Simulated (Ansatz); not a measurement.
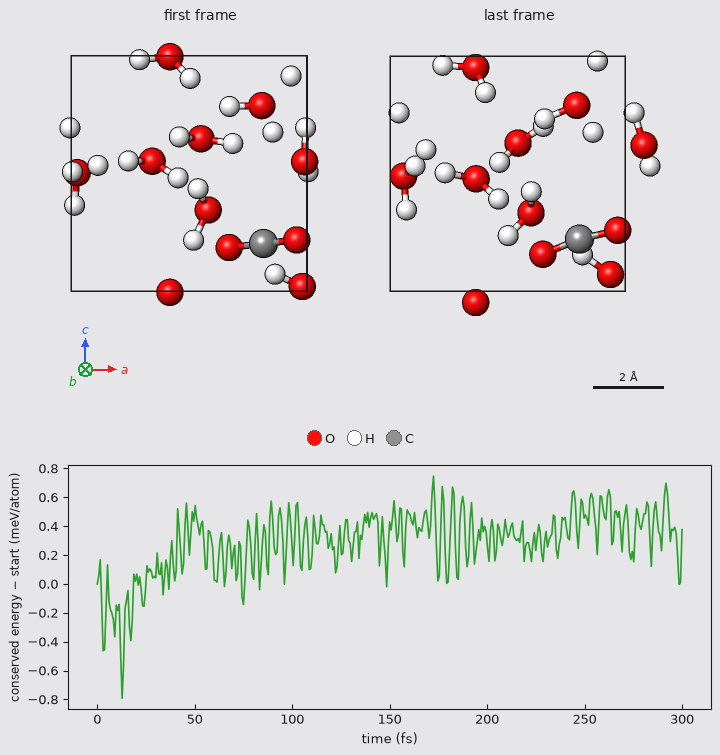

A Born-Oppenheimer molecular dynamics run of a periodic cell with 8 H2O + 1 CO2 at 1.021 g/cm³, 300 fs long. It starts from the last geometry of an earlier run, with fresh velocities. A ball-and-stick model of the simulation cell, seen along the b axis.

All numbers below come from Ansatz, DFT PBE-D3(BJ), scalar-relativistic, plane waves, PAW. Set-up: plane-wave cutoff 420 eV; k-point mesh 1 × 1 × 1; Fermi-Dirac smearing 0.05 eV; Langevin thermostat and barostat (NPT); set temperature 400 K; time step 0.75 fs; friction 0.05 per fs; target pressure 0 GPa.

Check the integration.

The conserved quantity stays between −0.79 and 0.75 meV per atom of its start. A straight-line fit has a slope that amounts to +0.42 meV per atom over 300 fs (0.9 % of the mean kinetic energy), and the ripple about it is 2.6 % of the kinetic energy's fluctuation. With a drift under 2 % and a ripple under 7 %, the integration is accurate. The mean temperature in the second half is 368 K (standard deviation 53 K). The potential energy in the second half lies on average 10.4 meV per atom below the first frame. The mean pressure there is 0.2 GPa. The volume ends −0.8 % from the start.

Limits of the set-up: the periodic images lie only 6.7 Å apart, so the values are limited by the cell's size.

The run took 14 min on 1 thread of Arm Neoverse V1 (shared host), peak memory 0.41 GiB.
